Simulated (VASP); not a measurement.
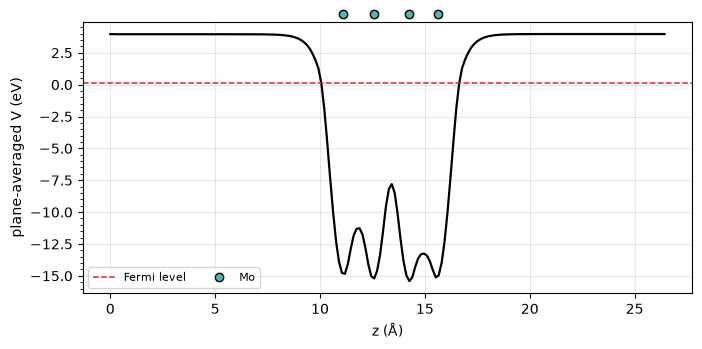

Mo (slab). Plane average of the electrostatic potential (local pseudopotential plus Hartree) felt by an electron across the slab. Circles mark the heights of the atoms.

Not relaxed (largest force 0.7 eV/Å).

All numbers below come from Kohn-Sham DFT of a periodic cell, PBE, VASP PAW PBE potentials, recommended in VASP.

In a PAW calculation such maps are meaningful between the atoms, not at the nuclei.

**How far above the Fermi level of the calculation is the vacuum level?**

3.8 eV.

**How thick is the slab, and how wide the vacuum?**

The outermost nuclei are 4.5 Å apart, in 4 atomic planes; the vacuum between periodic images is 22.0 Å wide.
